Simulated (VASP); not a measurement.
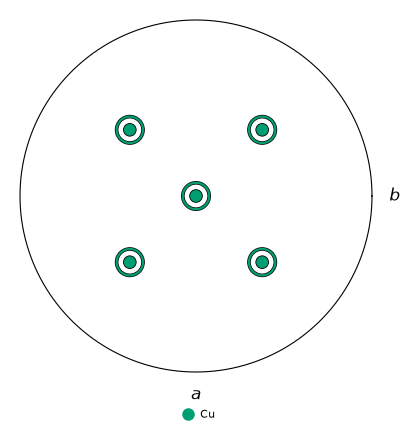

For Cu, a cell listed in the Materials Project, as set up for an electronic-structure calculation: directions from one copper atom at (0, 0, 0) to its bonded neighbours, in stereographic projection down c (filled: above the plane of the page or in it, open: below). All values are computed from the atomic coordinates in the standard setting (tolerance 0.002 Å).

Neighbours are counted up to 2.76 Å for Cu.

```yaml
crystal:
  lattice:
    - [2.88559, 0.00000, 0.00000]
    - [0.00000, 2.88559, 0.00000]
    - [0.00000, 0.00000, 2.75216]
  atoms:
    - { symbol: Cu, position: [0.00000, 0.00000, 0.00000] }
    - { symbol: Cu, position: [0.50000, 0.50000, 0.50000] }
```

How many neighbours are there, and at what angles?

10: 8 Cu at 2.46 Å, 2 Cu at 2.75 Å. Angles between bonds: 56° (8×), 68° (4×), 72° (8×), 108° (8×), 112° (4×), 124° (8×), 180° (5×).

What is the site's symmetry in the crystal?

Point group 4/mmm (D4h), order 16: one fourfold axis, four twofold axes, five mirror planes, an inversion centre. In No. 139, I4/mmm this is Wyckoff position 2a.
